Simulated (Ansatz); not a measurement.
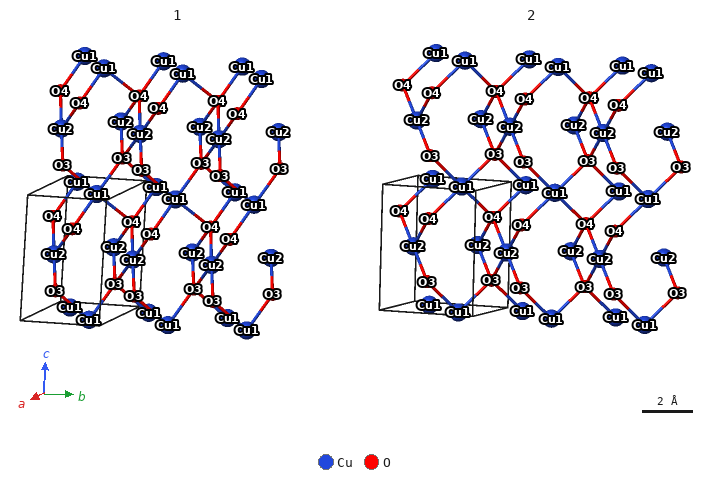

Two geometries of crystalline CuO (set up in Cc) (coarse preliminary run), drawn at one scale. One is the start of a relaxation, the other its converged end. A ball-and-stick model of the conventional cell (2 times the calculation's cell), repeated 1 × 3 × 2 with one cell outlined, seen slightly off an axis. Lengths and directions refer to the drawn axes.

Method: DFT r2SCAN, scalar-relativistic, plane waves, PAW in Ansatz 0.2.0. Settings: plane-wave cutoff 500 eV; k-point mesh 8 × 8 × 4; occupations gaussian; smearing width 0.1 eV; collinear spin; cell and atoms relaxed; force threshold 0.05 eV/Å; at most 80 steps.

Which of the two is the end point?

Answer. Structure 2 is the relaxed one. The energy falls by 48.1 meV per atom in 6 accepted moves (8 points after the start). Largest force component: 0.69 eV/Å at the start, 0.0089 eV/Å at the end. The pressure goes from 0.14 to −0.03 GPa. At 2 points the geometry stayed and the basis and grid were re-selected for the new cell (energy shift of 1.9 meV per atom at most each time). The largest moves relative to the cell, 0.34 Å, are those of O3 and O4. O3 goes along +b. Largest moves by element: O 0.34 Å, Cu 0.03 Å. Cell: a 4.689 → 4.113 Å (−12.3 %), b 3.427 → 4.055 Å (+18.3 %), c 5.132 → 5.160 Å (+0.5 %), β 99.7° → 89.7°. Volume +5.8 %. Some distances before and after: Cu1–O3 2.019 → 1.937 Å, Cu1–O4 1.977 → 1.936 Å, Cu1–O4 (another image) 1.907 → 1.937 Å. Bond angles that change, for instance: Cu1–O3–Cu2 146.0° → 116.3°, Cu1–O3–Cu2 101.7° → 115.8°, Cu1–O3–Cu2 106.3° → 115.9°. Within 0.06 Å the space group is Cc at the start and Cccm at the end; at a tighter tolerance small leftover displacements or strains of the cell lower it. Cost: 15 min on 1 thread of Intel(R) Xeon(R) Processor @ 2.50GHz (Skylake/Cascade Lake), on a shared host, peak memory 0.59 GiB.
